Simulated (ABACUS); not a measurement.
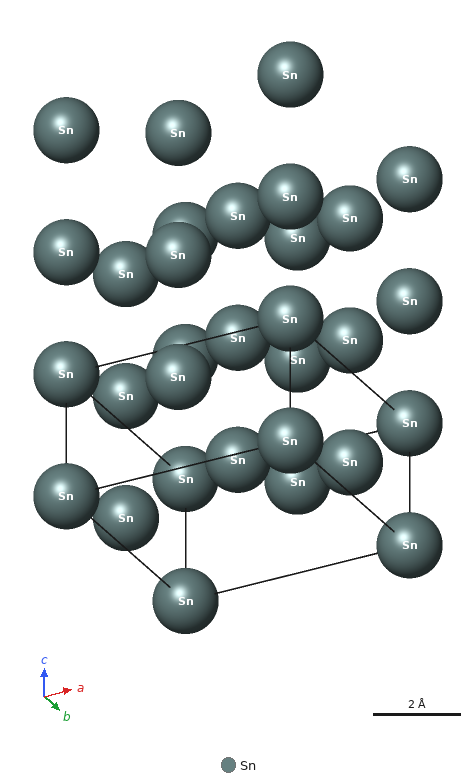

*The structure as given in the input (spheres-only view of the cell 2 times as large as that of the calculation, set on its symmetry axes, repeated 1 × 1 × 3, seen at an oblique angle). An atom can appear more than once, as a periodic image.*

**Sn: tune calculation (part 1 of 2)**

System: Sn (I4₁/amd, 2 atoms in the cell).
Method: Kohn-Sham DFT of a periodic cell, PBE, SPMS ONCV 1.0 PBE, no spin polarisation (ABACUS 3.10.1).

The structure derives from a Materials Project entry. It belongs to a series of runs on one base structure; here: mixing_ndim: 8.

### The input
```
INPUT_PARAMETERS
suffix              Sn
calculation         scf
basis_type          pw
pseudo_dir          ./
symmetry            1
dft_functional      pbe
ecutwfc             73
pseudo_rcut         7
nspin               1
nbands              18
ks_solver           dav
smearing_method     fd
smearing_sigma      0.00734986
scf_thr             1e-08
scf_nmax            60
mixing_type         broyden
mixing_beta         0.7
cal_force           1
cal_stress          1
mixing_ndim         8
kpar                4
```

### File STRU
```
ATOMIC_SPECIES
Sn 118.7100 50_Sn_14_2.5_3.0_pbe_n_v1.0.upf

LATTICE_CONSTANT
1.8897261246

LATTICE_VECTORS
-2.9401404553 2.9401404553 1.5993019889
2.9401404553 -2.9401404553 1.5993019889
2.9401404553 2.9401404553 -1.5993019889

ATOMIC_POSITIONS
Direct

Sn
0.0
2
0.0000000000 0.0000000000 0.0000000000 1 1 1
0.7500000000 0.2500000000 0.5000000000 1 1 1
```

### File KPT
```
K_POINTS
0
Gamma
7 7 7 0 0 0
```

Machine: 4 threads of Intel Xeon (Granite Rapids), 32 GiB of memory available, shared host.

Run as:
```bash
OMP_NUM_THREADS=1 mpirun -np 4 abacus > log
```

### Output
```
ABACUS v3.10.1

               Atomic-orbital Based Ab-initio Computation at UStc

 ------------------------------------------------------------------------------------

 READING GENERAL INFORMATION
                           global_out_dir = OUT.Sn/
                           global_in_card = INPUT
                               pseudo_dir = ./
                              orbital_dir =
                                    DSIZE = 4
                                    GSIZE = 1

 READING UNITCELL INFORMATION
                                    ntype = 1
                  lattice constant (Bohr) = 1.88973
              lattice constant (Angstrom) = 1

 READING ATOM TYPE 1
                               atom label = Sn
                      L=0, number of zeta = 1
                      L=1, number of zeta = 1
                      L=2, number of zeta = 1
             number of atom for this type = 2

                        TOTAL ATOM NUMBER = 2
DIRECT COORDINATES
    atom                   x                   y                   z     mag                  vx                  vy                  vz
taud_Sn1            0.0000000000        0.0000000000        0.0000000000  0.0000        0.0000000000        0.0000000000        0.0000000000
taud_Sn2            0.7500000000        0.2500000000        0.5000000000  0.0000        0.0000000000        0.0000000000        0.0000000000

                          Volume (Bohr^3) = 373.184
                             Volume (A^3) = 55.3001

 Lattice vectors: (Cartesian coordinate: in unit of a_0)
             -2.94014            +2.94014             +1.5993
             +2.94014            -2.94014             +1.5993
             +2.94014            +2.94014             -1.5993
 Reciprocal vectors: (Cartesian coordinate: in unit of 2 pi/a_0)
                   +0            +0.17006           +0.312636
             +0.17006                  +0           +0.312636
             +0.17006            +0.17006                  +0
 The esolver type has been set to : ksdft_pw

                PAO radial cut off (Bohr) = 7

 Read in pseudopotential file is 50_Sn_14_2.5_3.0_pbe_n_v1.0.upf
                     pseudopotential type = NC
          exchange-correlation functional = PBE
                 nonlocal core correction = 1
                        valence electrons = 14
                                     lmax = 2
                           number of zeta = 3
                     number of projectors = 6
                           L of projector = 0
                           L of projector = 0
                           L of projector = 1
                           L of projector = 1
                           L of projector = 2
                           L of projector = 2
     initial pseudo atomic orbital number = 18

 SETUP THE ELECTRONS NUMBER
            electron number of element Sn = 14
      total electron number of element Sn = 28
            AUTOSET number of electrons:  = 28
                           occupied bands = 14
                                   NBANDS = 18
                                   NLOCAL = 18

%%%%%%%%%%%%%%%%%%%%%%%%%%%%%%%%%%%%%%%%%%%%%%%%%%%%%%%%%%%%%%%%%%%%%%%%%%%%%%%%%%%%%%%%%%%%%%%%%%%%%%%%%%
 Warning: the number of valence electrons in pseudopotential > 4 for Sn: [Kr] 4d10 5s2 5p2
 Pseudopotentials with additional electrons can yield (more) accurate outcomes, but may be less efficient.
 If you're confident that your chosen pseudopotential is appropriate, you can safely ignore this warning.
%%%%%%%%%%%%%%%%%%%%%%%%%%%%%%%%%%%%%%%%%%%%%%%%%%%%%%%%%%%%%%%%%%%%%%%%%%%%%%%%%%%%%%%%%%%%%%%%%%%%%%%%%%

 SETUP THE PLANE WAVE BASIS
 energy cutoff for charge/potential (unit:Ry) = 292
            fft grid for charge/potential = [ 45, 45, 45 ]
                        fft grid division = [ 1, 1, 1 ]
        big fft grid for charge/potential = [ 45, 45, 45 ]
                                     nbxx = 91125
                                     nrxx = 91125

 SETUP PLANE WAVES FOR CHARGE/POTENTIAL
                    number of plane waves = 31433
                         number of sticks = 1099

 PARALLEL PW FOR CHARGE/POTENTIAL
     PROC   COLUMNS(POT)             PW
        1           1099          31433
 --------------- sum -------------------
        1           1099          31433
                            number of |g| = 1801
                                  max |g| = 26.3874
                                  min |g| = 0

----------- Double Check Mixing Parameters Begin ------------
mixing_type: broyden
mixing_beta: 0.7
mixing_gg0: 1
mixing_gg0_min: 0.1
mixing_ndim: 8
----------- Double Check Mixing Parameters End ------------

 LATTICE VECTORS: (CARTESIAN COORDINATE: IN UNIT OF A0)
             -2.94014            +2.94014             +1.5993
             +2.94014            -2.94014             +1.5993
             +2.94014            +2.94014             -1.5993
                       right hand lattice = 1
                                   NORM_A = 4.45495
                                   NORM_B = 4.45495
                                   NORM_C = 4.45495
                           ALPHA (DEGREE) = 97.4047
                           BETA  (DEGREE) = 97.4047
                           GAMMA (DEGREE) = 137.923

 The lattice vectors have been changed (STRU_SIMPLE.cif)

(for optimal symmetric configuration:)
                             BRAVAIS TYPE = 6
                     BRAVAIS LATTICE NAME = 06. Tetrogonal I (body-centered)
                                    ibrav = 6
                                    IBRAV = 6
                                  BRAVAIS = BODY CENTERED TETROGONAL CELL
                       LATTICE CONSTANT A = 5.88028
                                C/A RATIO = 0.543954
Original cell was already a primitive cell.
                        ROTATION MATRICES = 16
              PURE POINT GROUP OPERATIONS = 8
                   SPACE GROUP OPERATIONS = 16
                                       C2 = 3
                                       C3 = 0
                                       C4 = 0
                                       C6 = 0
                                       S1 = 2
                                       S3 = 0
                                       S4 = 2
                                       S6 = 0
                              POINT GROUP = D_2d
               POINT GROUP IN SPACE GROUP = D_4h

 SETUP K-POINTS
                                    nspin = 1
                   Input type of k points = Monkhorst-Pack(Gamma)
                                   nkstot = 343
                       right hand lattice = 1
(for reciprocal lattice: )
                             BRAVAIS TYPE = 6
                     BRAVAIS LATTICE NAME = 06. Tetrogonal I (body-centered)
                                    ibrav = 6
                       right hand lattice = 1
(for k-lattice: )
                             BRAVAIS TYPE = 6
                     BRAVAIS LATTICE NAME = 06. Tetrogonal I (body-centered)
                                    ibrav = 6
                       right hand lattice = 1
                        ROTATION MATRICES = 16
                               nkstot_ibz = 40
K-POINTS REDUCTION ACCORDING TO SYMMETRY
     IBZ    DIRECT_X    DIRECT_Y    DIRECT_Z  WEIGHT  ibz2bz
       1  0.00000000  0.00000000  0.00000000  0.0029       0
       2 -0.14285714  0.00000000  0.14285714  0.0233       1
       3 -0.28571429  0.00000000  0.28571429  0.0233       2
       4 -0.42857143  0.00000000  0.42857143  0.0233       3
       5 -0.14285714 -0.14285714  0.28571429  0.0233       8
       6 -0.14285714 -0.28571429  0.42857143  0.0466       9
       7  0.42857143  0.14285714  0.42857143  0.0466      10
       8 -0.14285714  0.42857143 -0.28571429  0.0466      11
       9 -0.14285714  0.28571429 -0.14285714  0.0466      12
      10 -0.14285714  0.14285714  0.00000000  0.0117      13
      11  0.28571429  0.28571429  0.42857143  0.0233      16
      12  0.42857143  0.28571429  0.28571429  0.0466      17
      13 -0.28571429  0.42857143 -0.14285714  0.0466      18
      14 -0.28571429  0.28571429  0.00000000  0.0117      19
      15  0.42857143  0.42857143  0.14285714  0.0233      24
      16 -0.42857143  0.42857143  0.00000000  0.0117      25
      17 -0.14285714 -0.14285714  0.42857143  0.0233      57
      18  0.42857143  0.14285714  0.28571429  0.0466      58
      19 -0.14285714  0.14285714  0.14285714  0.0117      62
      20  0.28571429  0.28571429  0.28571429  0.0233      65
      21  0.42857143  0.28571429  0.14285714  0.0233      66
      22 -0.28571429  0.28571429  0.14285714  0.0233      68
      23 -0.28571429  0.14285714  0.28571429  0.0233      69
      24 -0.42857143  0.42857143  0.14285714  0.0233      74
      25 -0.42857143  0.28571429  0.28571429  0.0466      75
      26 -0.42857143  0.14285714  0.42857143  0.0233      76
      27  0.42857143  0.42857143  0.28571429  0.0233      81
      28  0.42857143  0.28571429  0.42857143  0.0466      82
      29  0.42857143  0.14285714 -0.42857143  0.0233      83
      30  0.28571429  0.28571429 -0.42857143  0.0233      89
[... 10 further k points ...]

                               nkstot now = 40
[... K-POINTS DIRECT COORDINATES: 40 rows ...]

           k-point number in this process = 10
       minimum distributed K point number = 10
[... stars of the k points ...]

[... K-POINTS CARTESIAN COORDINATES: 10 rows ...]

[... K-POINTS DIRECT COORDINATES: 10 rows ...]

 SETUP PLANE WAVES FOR WAVE FUNCTIONS
     energy cutoff for wavefunc (unit:Ry) = 73
              fft grid for wave functions = [ 45, 45, 45 ]
                    number of plane waves = 5237
                         number of sticks = 331

 PARALLEL PW FOR WAVE FUNCTIONS
     PROC   COLUMNS(POT)             PW
        1            331           5237
 --------------- sum -------------------
        1            331           5237

 SETUP NONLOCAL PSEUDOPOTENTIALS IN PLANE WAVE BASIS
 Sn non-local projectors:
 projector 1 L=0
 projector 2 L=0
 projector 3 L=1
 projector 4 L=1
 projector 5 L=2
 projector 6 L=2
      TOTAL NUMBER OF NONLOCAL PROJECTORS = 36

 Init Non-Local PseudoPotential table :
 Init Non-Local-Pseudopotential done.

                                     npwx = 3946
```
